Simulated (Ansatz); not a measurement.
Al2Cu

The calculation's input:

```
crystal:
  lattice:
    - [4.2311976689, 0.0, 0.0]
    - [0.0, 4.2311976689, 0.0]
    - [0.0, 0.0, 2.8847334069]
  atoms:
    - { symbol: Al, position: [0.5, 0.0058614588, 0.5] }
    - { symbol: Al, position: [0.0, 0.4741577779, 0.5] }
    - { symbol: Cu, position: [0.0, 0.0084838028, 0.0] }
basis:
  ecutwfc: 520.0
kpoints:
  mp_grid: { grid: [10, 10, 14] }
hamiltonian:
  xc: pbe
  pseudopotentials: { kind: paw, azcp: { folder: soft_1 } }
scf:
  occupations: { method: gaussian, width: 0.15 }
output:
  forces: true
  stress: true
  eigenvalues: true
  write_density: true
  write_potential: true
  elf: true
  volumetric_format: npy
```

Launched as:

```sh
ansatz run input.yaml --threads 2 --pin off --max-ram 4096MiB --backend cpu --events-out ev --progress --plain --runs-dir out
```

Below, planes, directions and counts refer to the conventional cell (a = 2.88 Å, b = 4.23 Å, c = 4.23 Å, α = 90.00°, β = 90.00°, γ = 90.00°).

Space group Pmm2; a point of a scan over the structure, not its minimum; a structure from a database of computed crystals, not necessarily the ambient phase; changed on purpose from its base cell (mode 9 frozen in at -0.106 Å, equal normal strain along x and y +0.0267); not relaxed (largest force 1.0 eV/Å); computed pressure about −3 GPa in this cell; computed without spin polarisation; PAW files of the earlier set (soft_1).

Level of theory: Ansatz, DFT PBE, scalar-relativistic, plane waves, PAW.

Predict the valence pseudo-density and electron localisation function between the atoms.

Al–Cu (2.56 Å): ρ is about 0.28 e/Å³ halfway; the ELF peaks at about 0.65 between the atoms.

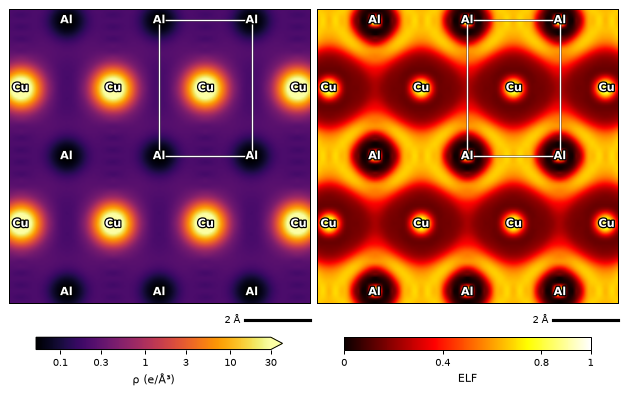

Computed valence pseudo-density and electron localisation function on the (001) plane of the conventional cell, in this order. 
